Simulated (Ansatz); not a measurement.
Nudged elastic band of Si16O (part 1 of 2)

- system: Si16O (defect cell, 17 atoms in the cell)
- method: DFT r2SCAN, scalar-relativistic, plane waves, PAW, spin-polarised (Ansatz 0.2.0)

The run did not end well. One setting was made poor on purpose. It belongs to a series of runs on one base structure; here: band between the two ends. Figures and captions count atoms from 1; the log counts them from 0 in places.

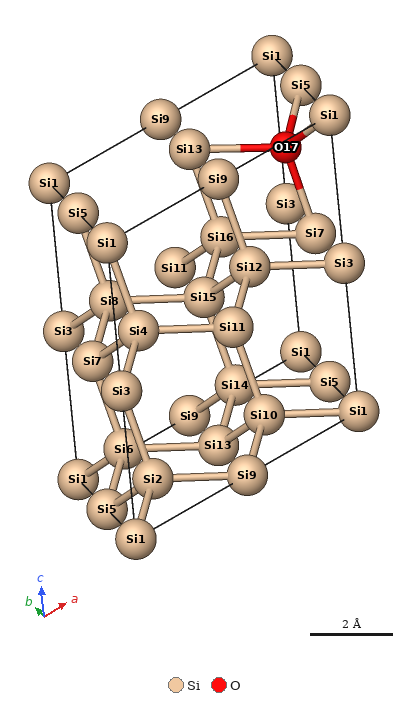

*The structure as given in the input (ball-and-stick view of the cell of the calculation, seen slightly off an axis; atoms are numbered from 1 in the order of the input). An atom can appear more than once, as a periodic image.*

### Input file
```yaml
crystal:
  lattice:
    - [0.0, 5.43, 5.43]
    - [5.43, 0.0, 5.43]
    - [5.43, 5.43, 0.0]
  atoms:
    - { symbol: Si, position: [0.0, 0.0, 0.0] }
    - { symbol: Si, position: [0.125, 0.125, 0.125] }
    - { symbol: Si, position: [0.0, 0.0, 0.5] }
    - { symbol: Si, position: [0.125, 0.125, 0.625] }
    - { symbol: Si, position: [0.0, 0.5, 0.0] }
    - { symbol: Si, position: [0.125, 0.625, 0.125] }
    - { symbol: Si, position: [0.0, 0.5, 0.5] }
    - { symbol: Si, position: [0.125, 0.625, 0.625] }
    - { symbol: Si, position: [0.5, 0.0, 0.0] }
    - { symbol: Si, position: [0.625, 0.125, 0.125] }
    - { symbol: Si, position: [0.5, 0.0, 0.5] }
    - { symbol: Si, position: [0.625, 0.125, 0.625] }
    - { symbol: Si, position: [0.5, 0.5, 0.0] }
    - { symbol: Si, position: [0.625, 0.625, 0.125] }
    - { symbol: Si, position: [0.5, 0.5, 0.5] }
    - { symbol: Si, position: [0.625, 0.625, 0.625] }
    - { symbol: O, position: [0.8802022, 0.368387, 0.8690558] }
magnetization:
  spin_polarized: true
basis:
  ecutwfc: 500.0
kpoints:
  mp_grid: { grid: [2, 2, 2] }
hamiltonian:
  xc: r2scan
scf:
  occupations: { method: gaussian, width: 0.05 }
  lower_state_search: "off"
  max_iter: 63
neb:
  images: 3
  f_tol: 0.05
  max_iterations: 13
  order_check: false
  final_atoms:
    - { symbol: Si, position: [0.0, 0.0, 0.0] }
    - { symbol: Si, position: [0.125, 0.125, 0.125] }
    - { symbol: Si, position: [0.0, 0.0, 0.5] }
    - { symbol: Si, position: [0.125, 0.125, 0.625] }
    - { symbol: Si, position: [0.0, 0.5, 0.0] }
    - { symbol: Si, position: [0.125, 0.625, 0.125] }
    - { symbol: Si, position: [0.0, 0.5, 0.5] }
    - { symbol: Si, position: [0.125, 0.625, 0.625] }
    - { symbol: Si, position: [0.5, 0.0, 0.0] }
    - { symbol: Si, position: [0.625, 0.125, 0.125] }
    - { symbol: Si, position: [0.5, 0.0, 0.5] }
    - { symbol: Si, position: [0.625, 0.125, 0.625] }
    - { symbol: Si, position: [0.5, 0.5, 0.0] }
    - { symbol: Si, position: [0.625, 0.625, 0.125] }
    - { symbol: Si, position: [0.5, 0.5, 0.5] }
    - { symbol: Si, position: [0.625, 0.625, 0.625] }
    - { symbol: O, position: [0.7597691502, 0.7416489062, 0.7426582151] }
```

Machine: 4 threads of Intel Xeon @ 2.50GHz (Skylake/Cascade Lake), 16 GiB of memory available, shared host.

Run as:
```bash
ansatz run input.yaml --threads 4 --pin off --max-ram 10240MiB --backend cpu --events-out ev --progress --plain --runs-dir out
```

### The program's output
```
Warning: neb: disabling space-group detection — the band's intermediate images generally break the endpoint symmetry, so no spatial operation reduces the k-mesh or symmetrises the density, except that a semilocal band can use its path's symmetry ahead of convergence; time reversal is kept, so that k and −k are solved as one point where they differ and the mesh holds both, and exact exchange and, on two spinor components, a DFT+U term hold to it where the run has them: on two components no moment then forms, and a state that bears one, which a typed moment (crystal.atoms[].spin; refused beside efield: under a hybrid functional) reaches, can lie lower, under hf by electronvolts; crystal.symmetry.detect: false (a key that needs symmetry detection or time reversal refuses this as the deck is read) with time_reversal: false beside it drops time reversal too
Engine: ansatz 0.2.0, x86_64-unknown-linux-gnu
Pseudopotentials: kind: paw
Pseudopotential: Si, paw, valence charge 4, recommended cutoff 500 eV (meta_gga), Si.paw.azcp
Pseudopotential: O, paw, valence charge 6, recommended cutoff 500 eV (meta_gga), O.paw.azcp
Functional definition: r2SCAN
  parameter k0 = 0.174
  parameter k1 = 0.065
  parameter a1 = 4.9479
  exchange = r2scan_x(k0 = k0, k1 = k1, a1 = a1)
  correlation = r2scan_c
parallel-image band execution: 2 concurrent image workers
NEB image 0
Crystal: 17 atoms, lattice volume = 320.206 Å³
Basis set: ecut = 500 eV, 8099 PW (Γ), exchange–correlation on 240×240×240 points (64 copies of the dense FFT grid, shifted against one another)
Bands: 52, of which v1, the nominal top of the filled ones, is band 35 counted from 1 (34 counted from 0)
Symmetry: 1 space group operations
k-points: 8
Non-local potential: Si, projectors of the file, l = 0: 2, l = 1: 2, l = 2: 2
Non-local potential: O, projectors of the file, l = 0: 2, l = 1: 2, l = 2: 1
PAW form: soft (Blöchl's): semilocal exchange-correlation on the pseudo side does not see the compensation charge
PAW frozen core: Si, regenerated for the run's functional (the file was generated under x = pbe(κ = 0.804, μ = 0.2195149727645171), c = pbe(β = 0.06672455060314922))
PAW frozen core: O, regenerated for the run's functional (the file was generated under x = pbe(κ = 0.804, μ = 0.2195149727645171), c = pbe(β = 0.06672455060314922))
PAW one-centre angular grid: Si, 302 points (default); XC on 160 Gauss nodes
PAW one-centre angular grid: O, 302 points (default); XC on 160 Gauss nodes
Initial density: superposition of atomic densities (chi_scale 0.1, normalization cell, long waves kept (reshape's long-wave potential 0.48 eV rms))
Initial wavefunctions: pseudopotential atomic-orbital guess
Functional: x = r2scan, c = r2scan; τ floored in thin density (d = 2e-4 eV/Å³)
SCF iter   1: F=-10709.950302 eV  HF=-10795.611016 eV  |F-HF|=8.57e1  |Δ(HF+E_count)|=         —  Δρ=6.33e-2 (↑6.33e-2 ↓6.33e-2)  dr2=9.62e1  dr2_τ=6.64e-1  dr2_m=0.00e0  M=0.000 μB ∫|m|=0.000 μB  β_m=0.30  ethr=3.10e-3  ⟨swp⟩=10.0  Hψ=2453  notcnv=0  defer=6
preconditioner: auto → Resta (q_TF=auto, 2.118 Å⁻¹)  ε∞=5.0  [insulator: Δε(μ)=0.076 eV  Ē_g=8.689 eV  σ=0.050 eV  W_gap=0.53  n_scr=58 (ndim 8)  ℏωp=17.4 eV  f_vac=0.000  D(μ)=8.98/eV (n_scr^D=58)  ε∞_Penn≈5.0]
spin=Collinear: Resta preconditioning applied to the charge; magnetization (m = ρ↑ − ρ↓) channel mixes plain (no charge-response kernel on spin).
SCF iter   2: F=-10779.388894 eV  HF=-10790.118205 eV  |F-HF|=1.07e1  |Δ(HF+E_count)|=    5.49e0  Δρ=3.64e-2 (↑3.64e-2 ↓3.64e-2)  dr2=1.57e1  dr2_τ=1.14e0  dr2_m=0.00e0  M=0.000 μB ∫|m|=0.000 μB  β_m=0.27  ethr=3.10e-3  ⟨swp⟩=4.9  Hψ=1362  notcnv=0  defer=59
SCF iter   3: F=-10786.957773 eV  HF=-10788.120883 eV  |F-HF|=1.16e0  |Δ(HF+E_count)|=    2.00e0  Δρ=1.86e-2 (↑1.86e-2 ↓1.86e-2)  dr2=4.05e0  dr2_τ=1.41e-2  dr2_m=0.00e0  M=0.000 μB ∫|m|=0.000 μB  β_m=0.54  ethr=3.10e-3  ⟨swp⟩=2.9  Hψ=879  notcnv=0  defer=66
SCF iter   4: F=-10782.242467 eV  HF=-10788.827078 eV  |F-HF|=6.58e0  |Δ(HF+E_count)|=   7.06e-1  Δρ=1.80e-2 (↑1.80e-2 ↓1.80e-2)  dr2=7.40e0  dr2_τ=6.84e-2  dr2_m=0.00e0  M=0.000 μB ∫|m|=0.000 μB  β_m=0.70  ethr=3.10e-3  ⟨swp⟩=3.4  Hψ=942  notcnv=0  defer=63
SCF iter   5: F=-10787.228335 eV  HF=-10788.147199 eV  |F-HF|=9.19e-1  |Δ(HF+E_count)|=   6.80e-1  Δρ=5.66e-3 (↑5.66e-3 ↓5.66e-3)  dr2=9.97e-1  dr2_τ=1.81e-3  dr2_m=0.00e0  M=0.000 μB ∫|m|=0.000 μB  β_m=0.80  ethr=3.10e-3  ⟨swp⟩=2.9  Hψ=647  notcnv=0  defer=59
SCF iter   6: F=-10788.026093 eV  HF=-10788.085840 eV  |F-HF|=5.97e-2  |Δ(HF+E_count)|=   6.14e-2  Δρ=1.34e-3 (↑1.34e-3 ↓1.34e-3)  dr2=6.95e-2  dr2_τ=6.40e-5  dr2_m=0.00e0  M=0.000 μB ∫|m|=0.000 μB  β_m=0.79  ethr=1.42e-3  ⟨swp⟩=1.0  Hψ=387  notcnv=0  defer=59
SCF iter   7: F=-10788.043642 eV  HF=-10788.086087 eV  |F-HF|=4.24e-2  |Δ(HF+E_count)|=   2.47e-4  Δρ=1.22e-3 (↑1.22e-3 ↓1.22e-3)  dr2=4.72e-2  dr2_τ=2.48e-4  dr2_m=0.00e0  M=0.000 μB ∫|m|=0.000 μB  β_m=0.90  ethr=9.93e-5  ⟨swp⟩=2.0  Hψ=575  notcnv=0  defer=61
SCF iter   8: F=-10788.078779 eV  HF=-10788.083230 eV  |F-HF|=4.45e-3  |Δ(HF+E_count)|=   2.86e-3  Δρ=4.67e-4 (↑4.67e-4 ↓4.67e-4)  dr2=4.82e-3  dr2_τ=4.33e-5  dr2_m=0.00e0  M=0.000 μB ∫|m|=0.000 μB  β_m=0.95  ethr=6.74e-5  ⟨swp⟩=1.5  Hψ=389  notcnv=0  defer=61
SCF iter   9: F=-10788.082757 eV  HF=-10788.083007 eV  |F-HF|=2.49e-4  |Δ(HF+E_count)|=   2.24e-4  Δρ=1.59e-4 (↑1.59e-4 ↓1.59e-4)  dr2=3.39e-4  dr2_τ=5.55e-6  dr2_m=0.00e0  M=0.000 μB ∫|m|=0.000 μB  β_m=0.97  ethr=6.89e-6  ⟨swp⟩=2.0  Hψ=518  notcnv=0  defer=61
SCF iter  10: F=-10788.082933 eV  HF=-10788.083002 eV  |F-HF|=6.92e-5  |Δ(HF+E_count)|=   4.44e-6  Δρ=8.21e-5 (↑8.21e-5 ↓8.21e-5)  dr2=1.01e-4  dr2_τ=1.08e-6  dr2_m=0.00e0  M=0.000 μB ∫|m|=0.000 μB  β_m=0.76  ethr=4.84e-7  ⟨swp⟩=2.0  Hψ=666  notcnv=0  defer=61
SCF iter  11: F=-10788.082975 eV  HF=-10788.082985 eV  |F-HF|=1.00e-5  |Δ(HF+E_count)|=   1.76e-5  Δρ=3.19e-5 (↑3.19e-5 ↓3.19e-5)  dr2=1.47e-5  dr2_τ=4.09e-8  dr2_m=0.00e0  M=0.000 μB ∫|m|=0.000 μB  β_m=0.88  ethr=1.44e-7  ⟨swp⟩=1.0  Hψ=385  notcnv=0  defer=61
SCF iter  12: F=-10788.083100 eV  HF=-10788.083101 eV  |F-HF|=4.88e-7  |Δ(HF+E_count)|=   1.16e-4  Δρ=5.20e-6 (↑5.20e-6 ↓5.20e-6)  dr2=5.74e-7  dr2_τ=1.01e-8  dr2_m=0.00e0  M=0.000 μB ∫|m|=0.000 μB  β_m=0.78  ethr=2.10e-8  ⟨swp⟩=2.2  Hψ=587  notcnv=0  defer=61
SCF iter  13: F=-10788.083101 eV  HF=-10788.083101 eV  |F-HF|=2.55e-8  |Δ(HF+E_count)|=   7.60e-8  Δρ=1.25e-6 (↑1.25e-6 ↓1.25e-6)  dr2=3.16e-8  dr2_τ=8.90e-11  dr2_m=0.00e0  M=0.000 μB ∫|m|=0.000 μB  ethr=1.43e-10  ⟨swp⟩=2.4  Hψ=1351  notcnv=0
SCF 1 converged in 13 iterations: F = -10788.083101 eV  dr2 = 3.16e-8
  greatest PAW one-centre occupation: 0.887 electrons in one spin orbital (limit 2), on the O atom at site 16 (counted from 0), in its partial waves of l = 0
NSCF: frozen V_eff on 8 k-points
NEB image 4
SCF iter   1: F=-10709.768463 eV  HF=-10795.606489 eV  |F-HF|=8.58e1  |Δ(HF+E_count)|=         —  Δρ=6.33e-2 (↑6.33e-2 ↓6.33e-2)  dr2=9.64e1  dr2_τ=6.65e-1  dr2_m=0.00e0  M=0.000 μB ∫|m|=0.000 μB  β_m=0.30  ethr=3.10e-3  ⟨swp⟩=9.8  Hψ=2398  notcnv=0  defer=19
preconditioner: auto → Resta (q_TF=auto, 2.118 Å⁻¹)  ε∞=5.0  [insulator: Δε(μ)=0.085 eV  Ē_g=8.697 eV  σ=0.050 eV  W_gap=0.66  n_scr=58 (ndim 8)  ℏωp=17.4 eV  f_vac=0.000  D(μ)=9.73/eV (n_scr^D=64)  ε∞_Penn≈5.0]
spin=Collinear: Resta preconditioning applied to the charge; magnetization (m = ρ↑ − ρ↓) channel mixes plain (no charge-response kernel on spin).
SCF iter   2: F=-10779.444756 eV  HF=-10790.140091 eV  |F-HF|=1.07e1  |Δ(HF+E_count)|=    5.47e0  Δρ=3.64e-2 (↑3.64e-2 ↓3.64e-2)  dr2=1.57e1  dr2_τ=1.14e0  dr2_m=0.00e0  M=0.000 μB ∫|m|=0.000 μB  β_m=0.27  ethr=3.10e-3  ⟨swp⟩=5.0  Hψ=1335  notcnv=0  defer=59
preconditioner: auto → Kerker (q_TF=auto, 2.118 Å⁻¹)  [metal: Δε(μ)=0.077 eV  Ē_g=8.584 eV  σ=0.050 eV  W_gap=0.49  n_scr=58 (ndim 8)  ℏωp=17.1 eV  f_vac=0.000  D(μ)=8.57/eV (n_scr^D=58)]
spin=Collinear: Kerker preconditioning applied to the charge; magnetization (m = ρ↑ − ρ↓) channel mixes plain (no charge-response kernel on spin).
SCF iter   3: F=-10786.984676 eV  HF=-10788.165146 eV  |F-HF|=1.18e0  |Δ(HF+E_count)|=    1.97e0  Δρ=1.89e-2 (↑1.89e-2 ↓1.89e-2)  dr2=4.21e0  dr2_τ=1.40e-2  dr2_m=0.00e0  M=0.000 μB ∫|m|=0.000 μB  β_m=0.53  ethr=3.10e-3  ⟨swp⟩=2.9  Hψ=889  notcnv=0  defer=66
SCF iter   4: F=-10781.403178 eV  HF=-10788.968704 eV  |F-HF|=7.57e0  |Δ(HF+E_count)|=   8.04e-1  Δρ=1.94e-2 (↑1.94e-2 ↓1.94e-2)  dr2=8.54e0  dr2_τ=8.10e-2  dr2_m=0.00e0  M=0.000 μB ∫|m|=0.000 μB  β_m=0.79  ethr=3.10e-3  ⟨swp⟩=3.6  Hψ=941  notcnv=0  defer=66
SCF iter   5: F=-10787.247047 eV  HF=-10788.159074 eV  |F-HF|=9.12e-1  |Δ(HF+E_count)|=   8.10e-1  Δρ=5.82e-3 (↑5.82e-3 ↓5.82e-3)  dr2=1.00e0  dr2_τ=1.91e-3  dr2_m=0.00e0  M=0.000 μB ∫|m|=0.000 μB  β_m=0.89  ethr=3.10e-3  ⟨swp⟩=3.0  Hψ=682  notcnv=0  defer=59
SCF iter   6: F=-10788.047663 eV  HF=-10788.100325 eV  |F-HF|=5.27e-2  |Δ(HF+E_count)|=   5.87e-2  Δρ=1.33e-3 (↑1.33e-3 ↓1.33e-3)  dr2=6.28e-2  dr2_τ=6.68e-5  dr2_m=0.00e0  M=0.000 μB ∫|m|=0.000 μB  β_m=0.95  ethr=1.43e-3  ⟨swp⟩=1.0  Hψ=433  notcnv=0  defer=63
SCF iter   7: F=-10788.048532 eV  HF=-10788.103370 eV  |F-HF|=5.48e-2  |Δ(HF+E_count)|=   3.04e-3  Δρ=1.49e-3 (↑1.49e-3 ↓1.49e-3)  dr2=5.94e-2  dr2_τ=4.59e-4  dr2_m=0.00e0  M=0.000 μB ∫|m|=0.000 μB  β_m=0.91  ethr=8.97e-5  ⟨swp⟩=2.0  Hψ=535  notcnv=0  defer=63
SCF iter   8: F=-10788.095415 eV  HF=-10788.099222 eV  |F-HF|=3.81e-3  |Δ(HF+E_count)|=   4.15e-3  Δρ=3.78e-4 (↑3.78e-4 ↓3.78e-4)  dr2=4.24e-3  dr2_τ=2.23e-5  dr2_m=0.00e0  M=0.000 μB ∫|m|=0.000 μB  β_m=0.96  ethr=8.49e-5  ⟨swp⟩=1.1  Hψ=386  notcnv=0  defer=63
[...]
NSCF: frozen V_eff on 8 k-points
WARN: NEB end point (image 0): max|allowed force component| = 8.260e-1 eV/Å (the criterion of neb.relax_end_points is 1.000e-2). That is over neb.f_tol: it is no minimum, so the barrier can be far off. Relax it first
WARN: NEB end point (image 4): max|allowed force component| = 9.210e-1 eV/Å (the criterion of neb.relax_end_points is 1.000e-2). That is over neb.f_tol: it is no minimum, so the barrier can be far off. Relax it first
NEB image 1
preconditioner: auto → Resta (q_TF=auto, 2.118 Å⁻¹)  ε∞=5.0  [insulator: Δε(μ)=0.147 eV  Ē_g=8.707 eV  σ=0.050 eV  W_gap=0.96  n_scr=58 (ndim 8)  ℏωp=17.4 eV  f_vac=0.000  D(μ)=0.69/eV (n_scr^D=0)  ε∞_Penn≈5.0]
spin=Collinear: Resta preconditioning applied to the charge; magnetization (m = ρ↑ − ρ↓) channel mixes plain (no charge-response kernel on spin).
  greatest PAW one-centre occupation: 0.888 electrons in one spin orbital (limit 2), on the O atom at site 16 (counted from 0), in its partial waves of l = 0
NEB image 2
preconditioner: auto → Resta (q_TF=auto, 2.118 Å⁻¹)  ε∞=4.9  [insulator: Δε(μ)=0.093 eV  Ē_g=8.743 eV  σ=0.050 eV  W_gap=0.60  n_scr=58 (ndim 8)  ℏωp=17.4 eV  f_vac=0.000  D(μ)=8.15/eV (n_scr^D=58)  ε∞_Penn≈4.9]
spin=Collinear: Resta preconditioning applied to the charge; magnetization (m = ρ↑ − ρ↓) channel mixes plain (no charge-response kernel on spin).
  greatest PAW one-centre occupation: 0.891 electrons in one spin orbital (limit 2), on the O atom at site 16 (counted from 0), in its partial waves of l = 0
NEB image 3
preconditioner: auto → Resta (q_TF=auto, 2.118 Å⁻¹)  ε∞=5.0  [insulator: Δε(μ)=0.111 eV  Ē_g=8.714 eV  σ=0.050 eV  W_gap=0.88  n_scr=58 (ndim 8)  ℏωp=17.4 eV  f_vac=0.000  D(μ)=2.33/eV (n_scr^D=8)  ε∞_Penn≈5.0]
spin=Collinear: Resta preconditioning applied to the charge; magnetization (m = ρ↑ − ρ↓) channel mixes plain (no charge-response kernel on spin).
  greatest PAW one-centre occupation: 0.889 electrons in one spin orbital (limit 2), on the O atom at site 16 (counted from 0), in its partial waves of l = 0
NEB iter   1: max|band force component| = 5.546e-1 eV/Å  barrier→ = 0.0000 eV  barrier← = 0.0160 eV  Δτ_max = 0.0319 Å  (58 SCF iters)
  M     (μB):  +0.0000  +0.0000  +0.0000  +0.0000  +0.0000
  M_abs (μB):   0.0000   0.0000   0.0000   0.0000   0.0000
NEB image 1
Initial density: handed on by an earlier stage of this run
Initial wavefunctions: those handed on with the density
preconditioner: auto → Kerker (q_TF=auto, 2.118 Å⁻¹)  [metal: Δε(μ)=0.032 eV  Ē_g=8.385 eV  σ=0.050 eV  W_gap=0.34  n_scr=58 (ndim 8)  ℏωp=17.1 eV  f_vac=0.000  D(μ)=7.56/eV (n_scr^D=58)]
spin=Collinear: Kerker preconditioning applied to the charge; magnetization (m = ρ↑ − ρ↓) channel mixes plain (no charge-response kernel on spin).
NEB image 2
preconditioner: auto → Resta (q_TF=auto, 2.118 Å⁻¹)  ε∞=5.1  [insulator: Δε(μ)=0.218 eV  Ē_g=8.465 eV  σ=0.050 eV  W_gap=1.00  n_scr=58 (ndim 8)  ℏωp=17.1 eV  f_vac=0.000  D(μ)=0.08/eV (n_scr^D=0)  ε∞_Penn≈5.1]
spin=Collinear: Resta preconditioning applied to the charge; magnetization (m = ρ↑ − ρ↓) channel mixes plain (no charge-response kernel on spin).
NEB image 3
preconditioner: auto → Resta (q_TF=auto, 2.118 Å⁻¹)  ε∞=5.1  [insulator: Δε(μ)=0.057 eV  Ē_g=8.403 eV  σ=0.050 eV  W_gap=0.58  n_scr=58 (ndim 8)  ℏωp=17.1 eV  f_vac=0.000  D(μ)=7.35/eV (n_scr^D=58)  ε∞_Penn≈5.1]
spin=Collinear: Resta preconditioning applied to the charge; magnetization (m = ρ↑ − ρ↓) channel mixes plain (no charge-response kernel on spin).
NEB iter   2: max|band force component| = 7.133e-1 eV/Å  barrier→ = 0.0000 eV  barrier← = 0.0160 eV  Δτ_max = 0.0160 Å  (23 SCF iters)
[... from here on the SCF iterations and repeated set-up lines of each step are left out, up to the last step ...]
NEB image 1
NEB image 2
NEB image 3
NEB iter   3: max|band force component| = 8.002e-1 eV/Å  barrier→ = 0.0000 eV  barrier← = 0.0160 eV  Δτ_max = 0.0321 Å  (20 SCF iters)
NEB image 1
NEB image 2
NEB image 3
NEB iter   4: max|band force component| = 1.109e0 eV/Å  barrier→ = 0.0000 eV  barrier← = 0.0160 eV  Δτ_max = 0.0639 Å  (23 SCF iters)
NEB image 1
NEB image 2
NEB image 3
NEB iter   5: max|band force component| = 1.421e0 eV/Å  barrier→ = 0.0000 eV  barrier← = 0.0160 eV  Δτ_max = 0.1287 Å  (23 SCF iters)
NEB image 1
NEB image 2
NEB image 3
NEB iter   6: max|band force component| = 1.454e0 eV/Å  barrier→ = 0.0000 eV  barrier← = 0.0160 eV  Δτ_max = 0.1293 Å  (23 SCF iters)
NEB image 1
NEB image 2
NEB image 3
NEB iter   7: max|band force component| = 1.169e0 eV/Å  barrier→ = 0.0000 eV  barrier← = 0.0160 eV  Δτ_max = 0.1287 Å  (22 SCF iters)
NEB image 1
NEB image 2
NEB image 3
```
